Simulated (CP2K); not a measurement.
# A series of single points on Ti

System: Ti (Im-3m, 1 atom in the cell).
Method: Kohn-Sham DFT of a periodic cell, PBE, GTH-PBE with UZH-TZVP basis, no spin polarisation (CP2K 2026.2).

The 6 runs differ only in the geometry, by an even scaling of the cell at fixed fractional positions. The structure derives from an entry of the Crystallography Open Database.

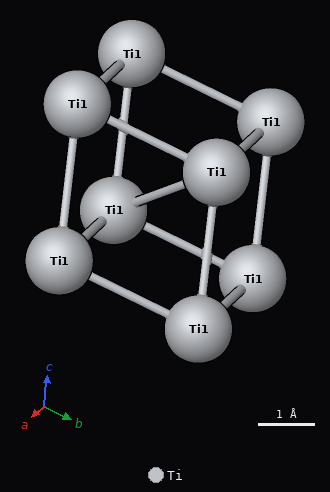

Figure 1. The structure of run 4 (ball-and-stick view of the cell of the calculation, seen slightly off an axis; atoms are numbered from 1 in the order of the input).

### Input of run 4
```
&GLOBAL
  PROJECT ti_eos
  RUN_TYPE ENERGY_FORCE
  PRINT_LEVEL LOW
&END GLOBAL
&FORCE_EVAL
  METHOD QS
  STRESS_TENSOR ANALYTICAL
  &DFT
    BASIS_SET_FILE_NAME BASIS_MOLOPT_UZH
    POTENTIAL_FILE_NAME POTENTIAL_UZH
    WFN_RESTART_FILE_NAME previous-RESTART.kp
    &MGRID
      CUTOFF 450
      REL_CUTOFF 60
      NGRIDS 4
    &END MGRID
    &QS
      METHOD GPW
      EPS_DEFAULT 1.0E-10
    &END QS
    &KPOINTS
      SCHEME MONKHORST-PACK 11 11 11
      GAMMA_CENTERED T
      SYMMETRY T
      SYMMETRY_BACKEND SPGLIB
    &END KPOINTS
    &SCF
      SCF_GUESS RESTART
      EPS_SCF 1.0E-6
      MAX_SCF 100
      ADDED_MOS 11
      CHOLESKY OFF
      EPS_EIGVAL 1.0E-7
      &DIAGONALIZATION ON
        ALGORITHM STANDARD
      &END DIAGONALIZATION
      &MIXING ON
        METHOD BROYDEN_MIXING
        ALPHA 0.4
        BETA 1.5
        NBUFFER 8
      &END MIXING
      &SMEAR ON
        METHOD FERMI_DIRAC
        ELECTRONIC_TEMPERATURE 580.23
      &END SMEAR
    &END SCF
    &XC
      &XC_FUNCTIONAL PBE
      &END XC_FUNCTIONAL
    &END XC
    &PRINT
      &KPOINTS ON
      &END KPOINTS
      &MULLIKEN ON
      &END MULLIKEN
      &MO ON
        ENERGIES T
        OCCUPATION_NUMBERS T
        &EACH
          QS_SCF 0
        &END EACH
        ADD_LAST NUMERIC
      &END MO
    &END PRINT
  &END DFT
  &SUBSYS
    &CELL
      A 2.8611190720 0.0000000000 0.0000000000
      B -0.9537063573 2.6974889301 0.0000000000
      C -0.9537063573 -1.3487444650 2.3360939399
      PERIODIC XYZ
    &END CELL
    &COORD
      Ti  0.0000000000 0.0000000000 0.0000000000
    &END COORD
    &KIND Ti
      BASIS_SET TZVP-MOLOPT-PBE-GTH-q12
      POTENTIAL GTH-PBE-q12
    &END KIND
    &PRINT
      &ATOMIC_COORDINATES ON
      &END ATOMIC_COORDINATES
      &CELL ON
      &END CELL
      &SYMMETRY ON
      &END SYMMETRY
    &END PRINT
  &END SUBSYS
  &PRINT
    &FORCES ON
    &END FORCES
    &STRESS_TENSOR ON
    &END STRESS_TENSOR
  &END PRINT
&END FORCE_EVAL
```

Command:
```bash
OMP_NUM_THREADS=1 cp2k.psmp -i ti_eos.inp -o ti_eos.out
```

Run 2 differs from it as follows:
```diff
-      A 2.8611190720 0.0000000000 0.0000000000
-      B -0.9537063573 2.6974889301 0.0000000000
-      C -0.9537063573 -1.3487444650 2.3360939399
+      A 2.8038812693 0.0000000000 0.0000000000
+      B -0.9346270897 2.6435246122 0.0000000000
+      C -0.9346270897 -1.3217623061 2.2893594697
```

### Results, with one run withheld

```tsv
run	volume per atom (Å³)	free energy per atom, from the lowest run given (meV)	pressure (GPa)
1	16.616	8.26	4.20
2	16.969	?	?
3	17.323	0.00	−0.45
4	18.030	10.81	−4.32
5	18.383	22.23	−6.01
6	18.737	37.21	−7.54
```

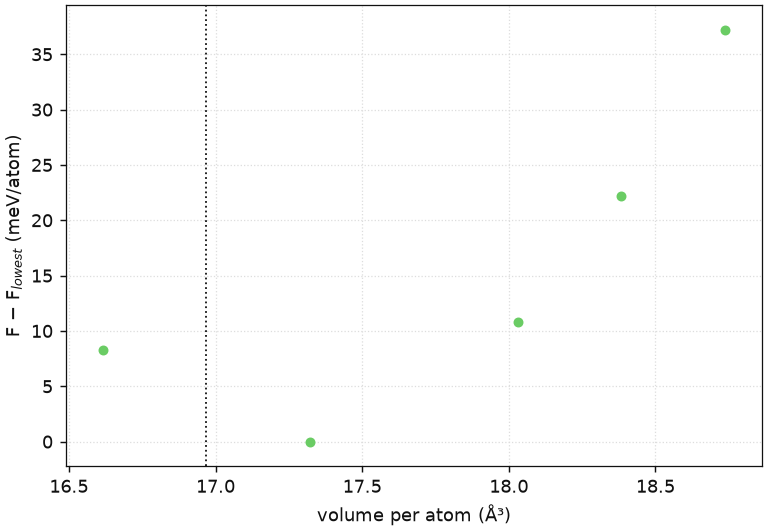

Figure 2. Free energy per atom of the runs given; the dotted line marks run 2.

Fit the runs given and predict run 2.

A cubic polynomial in V^(−2/3) (the Birch–Murnaghan form), fitted to the 5 runs given, misses them by under 0.01 meV per atom. With x = V^(−2/3) − 0.14674 Å⁻², it reads F = 5.2334 − 3515.5 x + 5.8023e+05 x² − 1.3755e+05 x³ (meV per atom). At run 2 it gives 1.51 meV per atom, and the run itself gives 1.74. The slope of the fit gives a pressure −dF/dV of 1.83 GPa there, and the run prints 1.75 GPa. The two needn't agree exactly: the fit is approximate, and the printed stress is taken on a finite basis. The fit has its minimum at 17.252 Å³ per atom, where V d²F/dV² gives 107 GPa: the bulk modulus at this level, since symmetry fixes the shape and the positions.

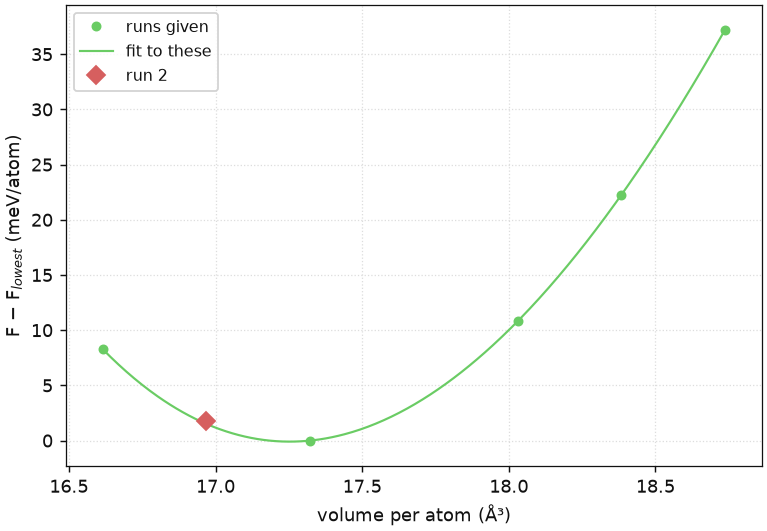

Figure 3. The fit and the withheld run.

### Some lines of the output (run 2)
```
[...]
 CELL| Volume [angstrom^3]:                                            16.969028
 CELL_REF| Volume [angstrom^3]:                                        16.969028
                        Smear method:                                FERMI_DIRAC
  Step     Update method      Time    Convergence         Total energy    Change
  Fermi energy:                                                 0.40270003394528
  Total energy:                                               -58.06227997951221
  Total energy (extrapolated to T->0):                        -58.06190973013052
 MO| E(Fermi):            0.402700 a.u.         10.958025 eV
 MO| Band gap:            0.178061 a.u.          4.845280 eV
 MO| Band gap:            0.216556 a.u.          5.892788 eV
```
